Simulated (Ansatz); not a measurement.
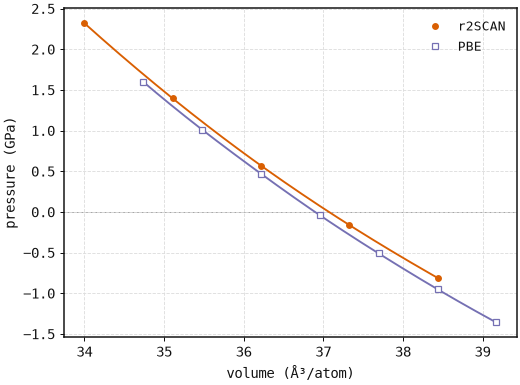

Calculation (Ansatz 0.2.0 development build): equation of state of a cubic crystal from periodic Kohn-Sham density functional theory without spin, third-order Birch-Murnaghan fit to the free energies; pressure corrected for the finite basis.

structure type fcc; atoms in cell 1; space group number 225; lattice centring face-centred primitive; occupation method Fermi–Dirac; datasets soft-1 PAW; density tolerance 1e−07 eV; bands 10; density cutoff ratio 4; search for lower states default.

Figure. Pressure against volume, with one curve for each functional, for La (space group Fm-3m).

Settings that differ: r2SCAN: wave cutoff 500 eV, k mesh 11×11×11, occupation width 0.1 eV; PBE: wave cutoff 420 eV, k mesh 36×36×36, occupation width 0.0612 eV.

The fitted equilibrium volumes, smallest first, are PBE 36.90, r2SCAN 37.07 Å³/atom. The fitted bulk moduli, smallest first, are r2SCAN 23.6, PBE 24.5 GPa. For r2SCAN, the pressure falls from 2.321 GPa at volume 34.00 Å³/atom to −0.810 GPa at 38.43 Å³/atom, and changes sign near 37.1 Å³/atom. For PBE, the pressure falls from 1.600 GPa at volume 34.74 Å³/atom to −1.359 GPa at 39.17 Å³/atom, and changes sign near 36.90 Å³/atom.

Limits of the calculation: cubic model structure, not the ambient form; modest k-mesh, values are not fully converged in k (r2SCAN).
